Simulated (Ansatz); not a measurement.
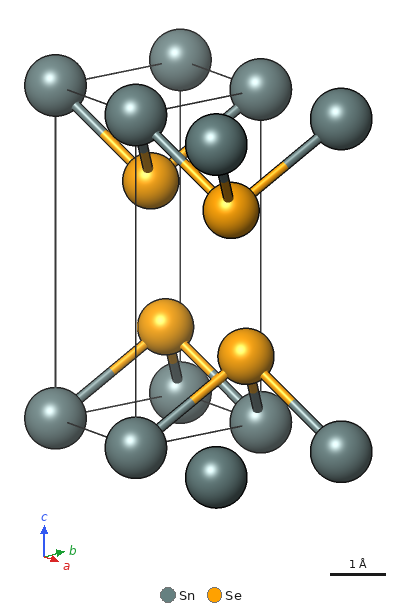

Reference structure: a crystal of SnSe2 (built on the 1T (CdI2) bulk type). A ball-and-stick model of the cell of the calculation, repeated 2 × 1 × 1 with one cell outlined, seen slightly off an axis.

Computed with Ansatz 0.2.0, DFT, r2SCAN, plane waves, PAW. Set-up: plane-wave cutoff 500 eV; k-point mesh 12 × 12 × 4; occupations fixed; no spin polarisation.

The variant: The cell is strained by −1.2 % along c and +1.5 % across it (volume +1.8 %), the atoms keeping their fractional coordinates. No relaxation follows.

Q: Predict the response.

A: Energy change: +1.9 meV per atom. Pressure: 0.9 GPa before, −0.4 GPa after. The principal stresses (compression positive) are 0.8 GPa along c and −0.9 GPa across it. The largest forces, 0.032 eV/Å, act on 2 Se atoms of the calculation's cell. Near-neighbour distances before and after: Se–Sn 2.713 → 2.730 Å. The space group stays P-3m1 (No. 164).

Drawn alike, the variant:

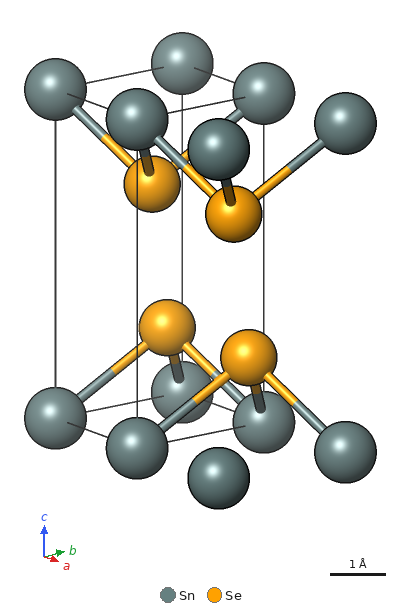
